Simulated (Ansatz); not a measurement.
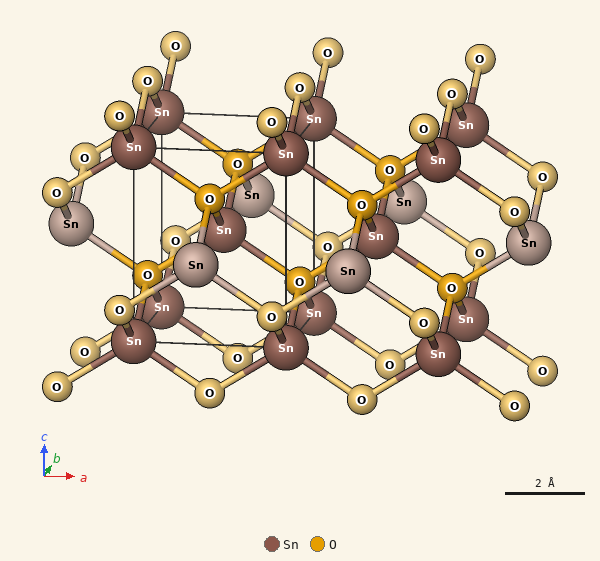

The input geometry (ball-and-stick view of the cell 2 times as large as that of the calculation, set on its symmetry axes, repeated 2 × 1 × 1, seen slightly off an axis; neighbours outside the cell are drawn fainter). Near neighbours in the crystal (not all of them lie inside the picture): Sn has 4 O at 2.35 Å; O has 4 Sn at 2.35 Å.

SnO: single-point calculation

- system: SnO (I-4m2, 2 atoms in the cell)
- method: DFT, r2SCAN, plane waves, PAW, no spin polarisation (Ansatz 0.2.0)

The structure was built on a prototype by a generator. The geometry comes from this level: r2SCAN (a point of a series of strains). It belongs to a series of runs on one base structure; here: epitaxial_xy strain +3.0%.

**The input**
```yaml
crystal:
  lattice:
    - [0.0, 2.7894611728, 2.5393584835]
    - [2.7894611728, 0.0, 2.5393584835]
    - [2.7894611728, 2.7894611728, 0.0]
  atoms:
    - { symbol: Sn, position: [0.0, 0.0, 0.0] }
    - { symbol: O, position: [0.25, 0.25, 0.25] }
kpoints:
  mp_grid: { grid: [8, 8, 8] }
  band_path:
    path:
      - [0.0, 0.0, 0.0]
      - [-0.5, -0.5, 0.0]
      - [-0.375, -0.375, 0.25]
      - [-0.375, 0.0, 0.375]
      - [0.0, 0.0, 0.5]
      - [-0.5, -0.25, 0.25]
      - [-0.5, -0.4, 0.1]
      - [0.25, -0.25, -0.5]
    npoints: 1
hamiltonian:
  xc: r2scan
scf:
  occupations: { method: fermi_dirac, width: 0.02 }
  n_extra_bands: 4
output:
  forces: true
  stress: true
  eigenvalues: true
  write_density: true
  write_potential: true
  elf: true
  volumetric_format: npy
```

Machine: 2 threads of an x86-64 CPU, shared host.

Run as:
```bash
ansatz run input.yaml --threads 2 --pin off --max-ram 2211MiB --backend cpu --events-out ev --progress --plain --runs-dir out
```

**What the program printed**
```
scf.n_extra_bands = 4 over 10 filled bands (N_el = 20.0): the run solves 14 bands
Engine: ansatz 0.2.0, x86_64-unknown-linux-gnu
Pseudopotentials: kind: paw
Pseudopotential: Sn, paw, valence charge 14, recommended cutoff 500 eV (meta_gga), Sn.paw.azcp
Pseudopotential: O, paw, valence charge 6, recommended cutoff 500 eV (meta_gga), O.paw.azcp
Functional definition: r2SCAN
  parameter k0 = 0.174
  parameter k1 = 0.065
  parameter a1 = 4.9479
  exchange = r2scan_x(k0 = k0, k1 = k1, a1 = a1)
  correlation = r2scan_c
Crystal: 2 atoms, lattice volume = 39.518 Å³
Basis set: ecut = 500 eV, 977 PW (Γ), exchange–correlation on 120×120×120 points (64 copies of the dense FFT grid, shifted against one another)
Bands: 14, of which v1, the nominal top of the filled ones, is band 10 counted from 1 (9 counted from 0)
Symmetry: 8 space group operations
Space group: I-4m2 (ITA 119), of the structure as read, at distance tolerance 3.4e-5 Å
k-points: 59 of 512 (time reversal used)
Non-local potential: Sn, projectors of the file, l = 0: 2, l = 1: 2, l = 2: 2, l = 3: 2
Non-local potential: O, projectors of the file, l = 0: 2, l = 1: 2, l = 2: 1
PAW form: soft (Blöchl's): semilocal exchange-correlation on the pseudo side does not see the compensation charge
PAW frozen core: Sn, regenerated for the run's functional (the file was generated under x = pbe(κ = 0.804, μ = 0.2195149727645171), c = pbe(β = 0.06672455060314922))
PAW frozen core: O, regenerated for the run's functional (the file was generated under x = pbe(κ = 0.804, μ = 0.2195149727645171), c = pbe(β = 0.06672455060314922))
PAW one-centre angular grid: Sn, 590 points (default); XC on 249 of its mesh's 2787 points in the sphere
PAW one-centre angular grid: O, 302 points (default); XC on 160 Gauss nodes
Initial density: superposition of atomic densities (neutral atoms: chi_scale 0, normalization atom), corrected by the library's trained network
Initial wavefunctions: pseudopotential atomic-orbital guess
Functional: x = r2scan, c = r2scan; τ floored in thin density (d = 2e-4 eV/Å³)
SCF iter   1: F=—  HF=-6606.039749 eV  |F-HF|=—  |Δ(HF+E_count)|=         —  Δρ=5.65e-3  dr2=8.00e-3  dr2_τ=2.93e-2  ethr=1.77e-3  ⟨swp⟩=6.0  Hψ=4731  notcnv=0
preconditioner: auto → Kerker (q_TF=auto, 2.436 Å⁻¹)  [metal: Δε(μ)=0.045 eV  Ē_g=19.997 eV  σ=0.020 eV  W_gap=0.49  n_scr=12 (ndim 8)  ℏωp=26.4 eV  f_vac=0.021  D(μ)=0.57/eV (n_scr^D=0)]
SCF iter   2: F=—  HF=-6606.066214 eV  |F-HF|=—  |Δ(HF+E_count)|=   2.65e-2  Δρ=3.50e-3  dr2=4.35e-3  dr2_τ=8.00e-5  ethr=4.00e-5  ⟨swp⟩=2.9  Hψ=2224  notcnv=0
SCF iter   3: F=—  HF=-6606.066570 eV  |F-HF|=—  |Δ(HF+E_count)|=   3.56e-4  Δρ=3.83e-3  dr2=4.78e-3  dr2_τ=6.27e-4  ethr=2.18e-5  ⟨swp⟩=2.0  Hψ=1343  notcnv=0
SCF iter   4: F=—  HF=-6606.065799 eV  |F-HF|=—  |Δ(HF+E_count)|=   7.71e-4  Δρ=7.34e-4  dr2=1.32e-4  dr2_τ=8.68e-6  ethr=2.18e-5  ⟨swp⟩=2.5  Hψ=1231  notcnv=0
SCF iter   5: F=—  HF=-6606.065846 eV  |F-HF|=—  |Δ(HF+E_count)|=   4.69e-5  Δρ=1.72e-4  dr2=1.03e-5  dr2_τ=5.30e-7  ethr=6.59e-7  ⟨swp⟩=2.6  Hψ=1088  notcnv=0
SCF iter   6: F=—  HF=-6606.065854 eV  |F-HF|=—  |Δ(HF+E_count)|=   7.88e-6  Δρ=1.16e-4  dr2=5.46e-6  dr2_τ=3.81e-7  ethr=5.13e-8  ⟨swp⟩=2.3  Hψ=1210  notcnv=0
SCF iter   7: F=—  HF=-6606.065854 eV  |F-HF|=—  |Δ(HF+E_count)|=   5.04e-7  Δρ=2.43e-5  dr2=2.99e-7  dr2_τ=1.88e-8  ethr=2.73e-8  ⟨swp⟩=2.4  Hψ=1049  notcnv=0
SCF iter   8: F=-6606.065854 eV  HF=-6606.065854 eV  |F-HF|=8.15e-9  |Δ(HF+E_count)|=   1.25e-8  Δρ=5.26e-6  dr2=1.55e-8  dr2_τ=2.86e-10  ethr=5.00e-10  ⟨swp⟩=8.1  Hψ=4487  notcnv=0
SCF 1 converged in 8 iterations: F = -6606.065854 eV  dr2 = 1.55e-8
  greatest PAW one-centre occupation: 0.992 electrons in one spin orbital (limit 2), on the Sn atom at site 0 (counted from 0), in its partial waves of l = 2
NSCF: frozen V_eff on 8 k-points
SCF converged after 8 iterations
Free energy (F): -6606.065854 eV
Harris-Foulkes:  -6606.065854 eV  (|F-HF|=8.15e-9)
Internal energy: -6606.064790 eV  (E = F + TS)
E sigma→0 (E₀):  -6606.065322 eV
Entropy (-TS):   -0.001063 eV (-0.532 meV/atom)
Fermi energy:    8.679517 eV
--- Per-component energies (eV) ---
  E_band       = -130.696484
  E_kinetic    = 359.733403
  E_local      = -1326.025231  (includes V_loc(G=0)·N_el)
  E_nonlocal   = 14.059370
  E_hartree    = 706.324649
  E_xc         = -448.589850
  E_vxc        = -210.619564  (∫ρ·V_xc dr)
  E_paw        = -4314.887896  (= ΣΔE_a)
  E_vpaw       = -394.058759  (= ΣTr[D̂ρ^β])
  E_aug_tail   = 0.000946  (compensation charges beyond the density's cutoff)
  E_vtau       = 13.561745  (kinetic-family band-sum trace: ∫τ·v_τ [+ j·A + Jᵃ·Aᵃ] dr)
  E_ewald      = -1597.383561
  E_core_change = 0.703379  (= ΣΔE_core)
  E_smearing   = -0.001063  (= −TS)
  E_closure    = -0.000000  (closes the sum)
  Σ components = -6606.065854   (vs F -6606.065854, Δ=0.00e0)
--- Forces (eV/Å), atoms counted from 1 ---
  atom   1  Sn     0.00000000     0.00000000     0.00000000
  atom   2  O     -0.00000000     0.00000000    -0.00000000
  max |Σ_I F_I| component: 2.22e-16 eV/Å
--- Stress (GPa, compression-positive) ---
       -0.101424       0.000000      -0.000000
        0.000000      -0.101424      -0.000000
       -0.000000      -0.000000      -0.021523
  P = ⅓ Tr σ = -0.0748 GPa (-0.748 kbar)
--- Band table (eV; the first three rows and the last of 59) ---
  k-point 0: bands = ["-13.9752", "-13.9752", "-13.9445", "-13.9244", "-13.9190", "-11.5739", "2.1481", "4.5886", "4.5886", "4.8361", "13.1638", "13.4947", "13.4947", "18.2268"]
  k-point 1: bands = ["-13.9947", "-13.9701", "-13.9475", "-13.9227", "-13.9187", "-11.4840", "1.8006", "4.5076", "4.6665", "5.0447", "12.4230", "13.4893", "13.4901", "18.7575"]
  k-point 2: bands = ["-14.0513", "-13.9628", "-13.9438", "-13.9160", "-13.9137", "-11.2627", "1.1294", "4.3203", "4.5635", "5.6330", "11.1967", "13.3946", "13.7338", "18.0460"]
  k-point 58: bands = ["-14.2103", "-13.9570", "-13.8984", "-13.8984", "-13.8911", "-10.6841", "0.9637", "3.2361", "3.2361", "8.0455", "8.1466", "13.8861", "13.8861", "14.4215"]
```

**File rho_z.tsv**
```
# z_ang	rho[e/angstrom^3]
# format = ansatz-planar-average/11
# lattice	0.000000000	2.789461173	2.539358484
# lattice	2.789461173	0.000000000	2.539358484
# lattice	2.789461173	2.789461173	0.000000000
# sites	2
# site	50	0.000000000	0.000000000	0.000000000
# site	8	1.394730586	1.394730586	1.269679242
0.000000	1.097811e0
0.131496	1.091183e0
0.262993	1.027834e0
0.394489	9.431456e-1
0.525986	8.681081e-1
0.657482	8.141192e-1
0.788979	7.739510e-1
0.920475	7.325144e-1
1.051972	6.768706e-1
1.183468	6.003909e-1
1.314965	5.045273e-1
1.446461	3.996314e-1
1.577958	3.012036e-1
1.709454	2.219359e-1
1.840950	1.653375e-1
1.972447	1.273280e-1
2.103943	1.030170e-1
2.235440	8.934602e-2
2.366936	8.417642e-2
2.498433	8.656973e-2
2.629929	9.696159e-2
2.761426	1.172831e-1
2.892922	1.516358e-1
3.024419	2.062484e-1
3.155915	2.886115e-1
3.287412	4.047897e-1
3.418908	5.547254e-1
3.550404	7.270923e-1
3.681901	8.967120e-1
3.813397	1.029905e0
```

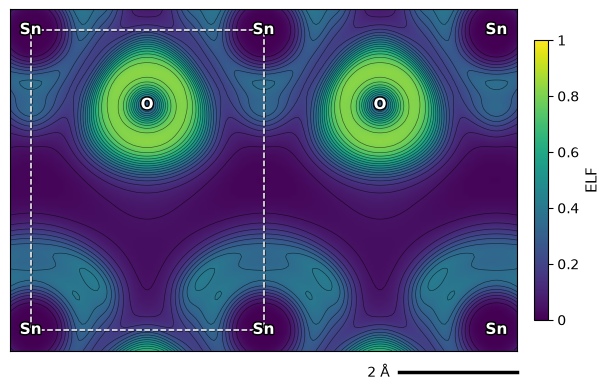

Electron localisation function on the (010) plane of the conventional cell. The plane passes through Sn and O nuclei. Sn–O (2.35 Å): the ELF is about 0.20 at the midpoint. In a PAW calculation such maps are meaningful between the atoms, not at the nuclei.

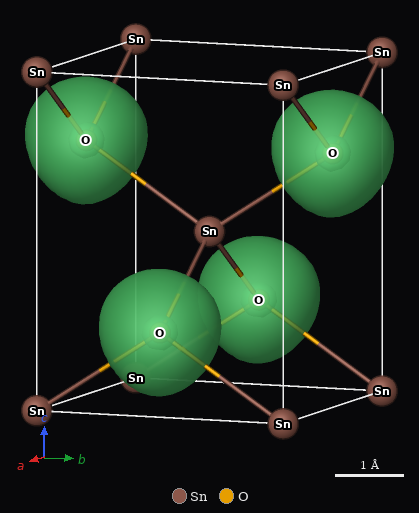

Isosurface of the electron localisation function at 0.6 (green), seen slightly off an axis. Only the valence region is drawn (cores and ρ < 0.01 e/Å³ removed). Sticks mark near contacts. The outline is the cell set on symmetry axes. Values along the shortest contacts: Sn–O (2.35 Å): the ELF is about 0.20 at the midpoint.

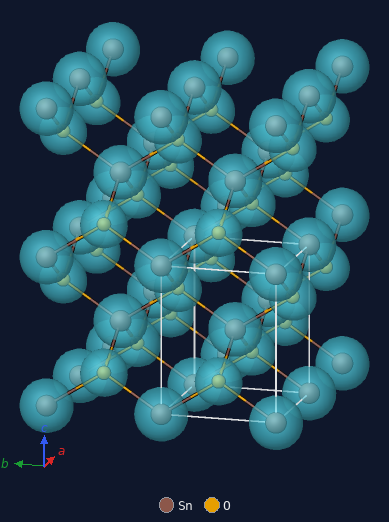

Isosurface of the valence pseudo-density at 0.8 e/Å³ (cyan), seen at an oblique angle. Sticks mark near contacts. The outline is the cell set on symmetry axes. At this value the density breaks into separate islands; it holds about 70 % of the electrons treated as valence (semicore included). It is pinched off along the Sn–O (2.35 Å) contacts. On the grid the lowest density along these lines, outside the cores, is 0.37 e/Å³ (Sn–O, 2.35 Å).

**Results in brief**

| quantity | value |
| --- | --- |
| outcome | converged |
| space group (tolerance 0.01 Å) | I-4m2 (119) |
| electrons treated | 20 |
| free energy | −6606.0659 eV |
| Fermi energy | 8.680 eV |
| band gap | none (metallic) |
| pressure | −0.07 GPa |
| largest force (length of the vector) | under 0.001 eV/Å |
| wall time | 13 s (CPU time 18 s) |
| peak memory | 0.48 GiB |
